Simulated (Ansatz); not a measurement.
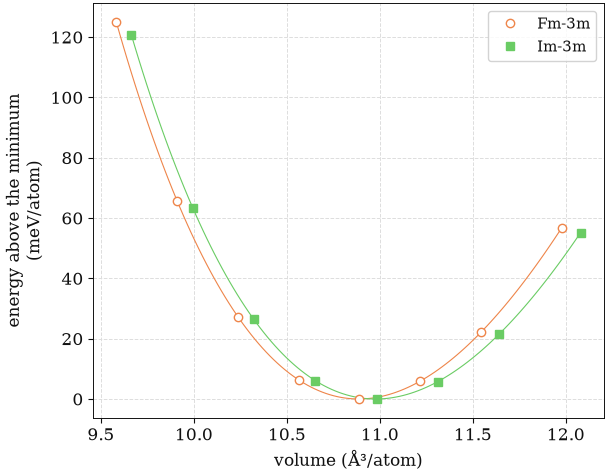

The picture above shows the energy above the minimum against volume, with one curve for each structure, for Ni. Each energy curve has its own zero, so the curves don't rank the structures.

Computed with Ansatz 0.2.0: third-order Birch-Murnaghan fit to density functional energies at scaled volumes of the given relaxed cell, shape and atoms relaxed at each volume; energies count from the fitted minimum; plane waves with PAW datasets, Γ-centred k mesh. Level: PBE, collinear spin.

- wave cutoff: 420 eV
- occupations: Gaussian
- smearing width: 0.1 eV

Settings that differ: Fm-3m: k mesh 20×20×20; Im-3m: k mesh 22×22×22.

### Order the curves by fitted equilibrium volume, smallest first.

Fm-3m 10.89, Im-3m 10.98 Å³/atom.

### Order the curves by fitted bulk modulus, smallest first.

Im-3m 192, Fm-3m 200 GPa.

The computed values:

Fm-3m:
| volume (Å³/atom) | energy above the minimum (meV/atom) |
| --- | --- |
| 9.583 | 125.0 |
| 9.909 | 65.8 |
| 10.236 | 27.3 |
| 10.563 | 6.4 |
| 10.889 | 0.0 |
| 11.216 | 5.9 |
| 11.543 | 22.1 |
| 11.978 | 56.8 |

Im-3m:
| volume (Å³/atom) | energy above the minimum (meV/atom) |
| --- | --- |
| 9.664 | 120.7 |
| 9.993 | 63.5 |
| 10.323 | 26.4 |
| 10.652 | 6.1 |
| 10.982 | 0.0 |
| 11.311 | 5.8 |
| 11.641 | 21.5 |
| 12.080 | 55.2 |
